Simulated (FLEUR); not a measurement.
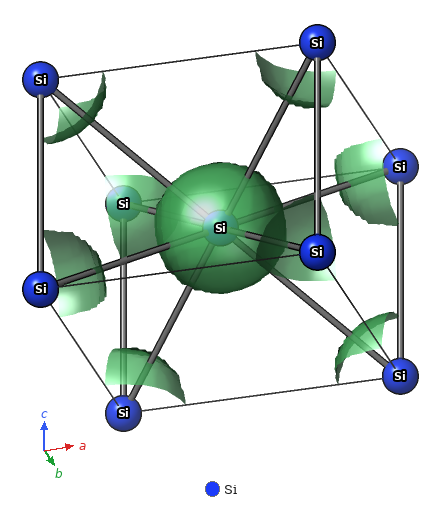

*Si. Isosurface of the electron density at 0.5 e/Å³ (green), seen at an oblique angle. Sticks mark near contacts.*

Space group I4/mmm; a structure from a database of computed crystals, not necessarily the ambient phase.

Level of theory: Kohn-Sham DFT of a periodic cell, PBE, all-electron in FLEUR MaX-R8.1 (later development tree).

The calculation treats all electrons.

> Which contacts does the surface bridge?

At this value the density breaks into separate islands. It bridges none of the near contacts. It is pinched off along the shortest Si–Si (2.64 Å) contacts. On the grid the lowest density along these lines, outside the cores, is 0.31 e/Å³ (Si–Si, 2.64 Å).
